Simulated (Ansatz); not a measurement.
NiSb$_{2}$

Input

```
crystal:
  lattice:
    - [5.1823, 0.0, 0.0]
    - [0.0, 6.3168, 0.0]
    - [0.0, 0.0, 3.8403]
  atoms:
    - { symbol: Ni, position: [0.0, 0.0, 0.0] }
    - { symbol: Ni, position: [0.5, 0.5, 0.5] }
    - { symbol: Sb, position: [0.2189, 0.3593, 0.0] }
    - { symbol: Sb, position: [0.7811, 0.6407, 0.0] }
    - { symbol: Sb, position: [0.7189, 0.1407, 0.5] }
    - { symbol: Sb, position: [0.2811, 0.8593, 0.5] }
basis:
  ecutwfc: 500
kpoints:
  mp_grid: { grid: [8, 6, 10] }
hamiltonian:
  xc: r2scan
scf:
  occupations: { method: gaussian, width: 0.1 }
output:
  forces: true
  stress: true
  eigenvalues: true
  write_density: true
  write_potential: true
  elf: true
  volumetric_format: npy
relax:
  adjacent_minimum: "off"
  f_tol: 0.005
  max_steps: 80
  cell: { stress_tol: 0.05 }
```

Launched as:

```sh
ansatz run input.yaml --threads 8 --pin off --max-ram 22528MiB --backend cpu --events-out ev --progress --plain --runs-dir out
```

Below, planes, directions and counts refer to the conventional cell (a = 5.20 Å, b = 6.31 Å, c = 3.86 Å, α = 90.00°, β = 90.00°, γ = 90.00°).

The fields are those of the run's last geometry, not of the input's.

Space group Pnnm; computed without spin polarisation.

The calculation used DFT r2SCAN, scalar-relativistic, plane waves, PAW in Ansatz 0.2.0.

Question: Predict the valence pseudo-density and electron localisation function between the atoms.

Answer: Ni–Sb (2.54 Å): the density is about 0.44 e/Å³ at the midpoint; the ELF reaches about 0.55 near the midpoint.
Sb–Sb (2.89 Å): the density is about 0.37 e/Å³ at the midpoint; the ELF peaks at about 0.70 between the atoms.

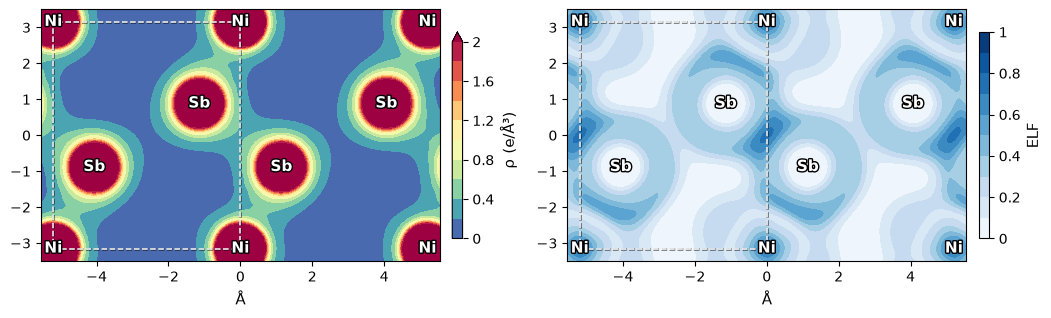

Computed valence pseudo-density and electron localisation function on the (001) plane of the conventional cell, in this order. 
